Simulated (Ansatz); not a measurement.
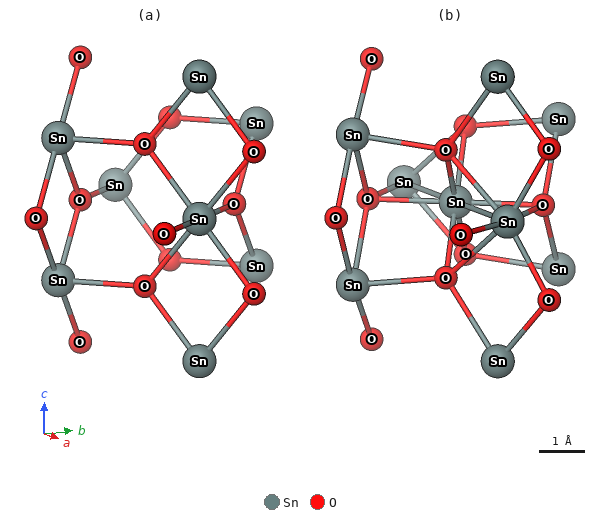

Left: perfect SnO$_{2}$. Right: the same region with one point defect, after relaxing the atoms in a supercell of 24 sites. The picture is a ball-and-stick view of the atoms within 3.8 Å of one point, seen slightly off an axis.

Computed with DFT PBE, scalar-relativistic, plane waves, PAW (Ansatz). (plane-wave cutoff 420 eV; k-point mesh 3 × 3 × 3; occupations gaussian; smearing width 0.01 eV; collinear spin) The cell is small and the k-mesh coarse, so the numbers are rough. A uniform background neutralises the charged cell. The axes drawn are those of the host's conventional cell.

Which defect is it?

An extra tin atom is put between the host's atoms (an interstitial).

The charge state of the cell is +3.

How does the lattice respond?

The Sn atom starts with 3 O at 1.80 to 1.82 Å, 1 Sn at 1.84 Å around its place and ends with 6 O at 2.01 to 2.13 Å. Of the host's atoms, a tin atom moves furthest from its site, by 0.38 Å. The Sn atom itself moves 0.31 Å from where it was put.
